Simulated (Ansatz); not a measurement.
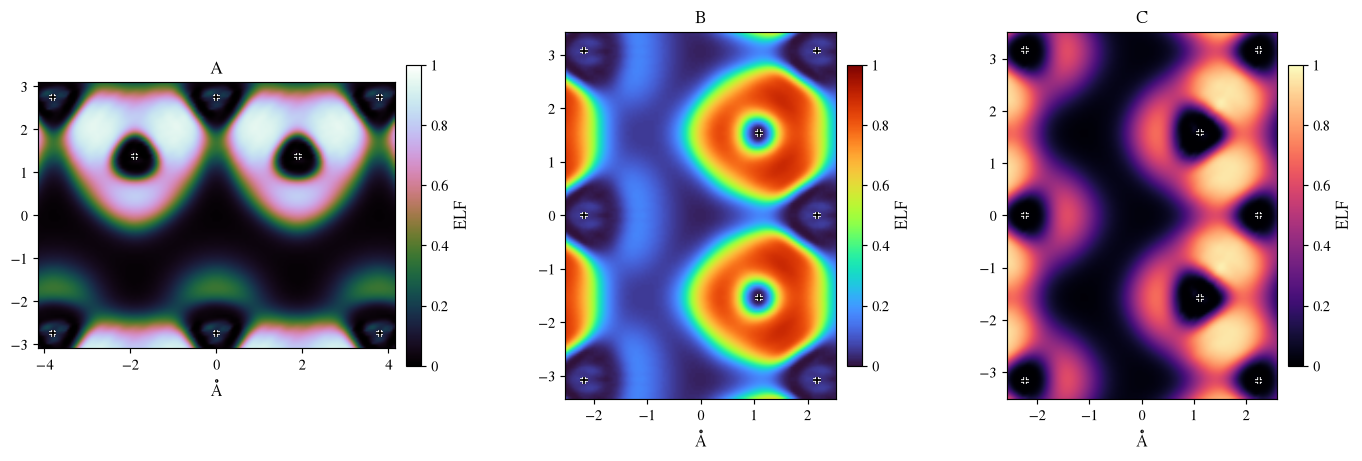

The ELF of 3 systems, each on a plane through atoms (crosses mark nuclei in the plane).

The calculation used Ansatz 0.2.0, DFT, LDA, PAW with Ansatz's default frozen-core files, scalar-relativistic; relaxation of cell and atoms.

System 1: AlP, the (100) plane of the conventional cell. Space group I-4m2; changed on purpose from its base cell (in-plane strain -0.01, out-of-plane length and atoms relaxed by PAW).

System 2: BP, the (110) plane of the conventional cell. Space group F-43m.

System 3: AlN, the (011) plane of the conventional cell. Space group F-43m; a structure from a database of computed crystals, not necessarily the ambient phase.

```cif
data_structure
_symmetry_space_group_name_H-M 'P 1'
_symmetry_Int_Tables_number 1
_cell_length_a 4.3563
_cell_length_b 4.3563
_cell_length_c 4.3563
_cell_angle_alpha 90.000
_cell_angle_beta 90.000
_cell_angle_gamma 90.000
_cell_volume 82.67
loop_
_atom_site_label
_atom_site_type_symbol
_atom_site_fract_x
_atom_site_fract_y
_atom_site_fract_z
_atom_site_occupancy
Al1 Al 0.50000 0.00000 0.50000 1
Al2 Al 0.00000 0.00000 0.00000 1
Al3 Al 0.00000 0.50000 0.50000 1
Al4 Al 0.50000 0.50000 0.00000 1
N1 N 0.75000 0.25000 0.75000 1
N2 N 0.25000 0.25000 0.25000 1
N3 N 0.25000 0.75000 0.75000 1
N4 N 0.75000 0.75000 0.25000 1
```

**Match each panel to its system.**

Panel A is system 1, AlP: the plane holds Al and P. Al–P (2.35 Å): the ELF peaks at about 0.95 between the atoms, as expected for a shared electron pair. Panel B is system 3, AlN: the plane holds Al and N. Al–N (1.89 Å): the ELF peaks at about 0.90 in the valence shell of N, 0.8 Å from its nucleus, and is about 0.85 at the midpoint. Panel C is system 2, BP: the plane holds B and P. B–P (1.94 Å): the ELF peaks at about 0.95 between the atoms, as expected for a covalent bond.
